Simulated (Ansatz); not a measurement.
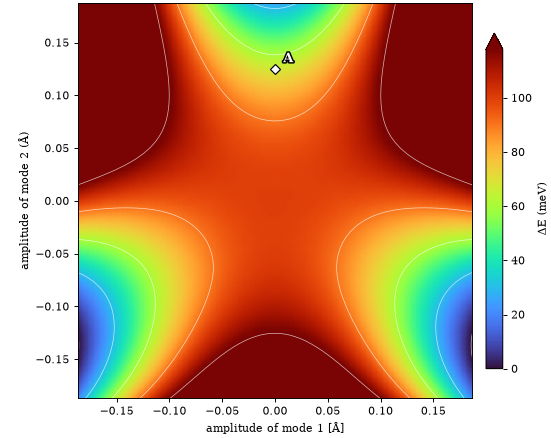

Pt (P6_3/mmc, No. 194; 4 atoms in the cell). The energy is mapped over two normal modes frozen in (zone-centre modes of the 4-atom cell of this scan, which folds in the wave vector (0, 0, 1/2) of the primitive cell). Coordinates scanned: (1) amplitude of mode 1 (22i cm⁻¹), largest displacement; (2) amplitude of mode 2 (22i cm⁻¹), largest displacement. Nothing is relaxed (the cell and all other modes fixed). The grid has 7 × 7 points; 28 points were computed and 21 follow by symmetry. Points are written as (first, second). Energies are in meV per cell, from the lowest grid point. The calculation used DFT PBE, scalar-relativistic, plane waves, PAW in Ansatz. Settings: cutoff 420 eV, k-mesh 18×18×6 in the order of the run's cell vectors, gaussian smearing 0.15 eV, no spin polarisation.

The picture shows a smooth colour map with a few white contour lines, one colour for all values above the top of the scale, the point A. Between grid points the surface is interpolated.

Q: Is A at rest? If not, where is it pushed?

A: A, at (0.000 Å, 0.125 Å), is not a stationary point. The computed force is nearly zero along the first coordinate and 560 meV for each Å towards larger values of the second coordinate.

PAW datasets: the set soft_1.
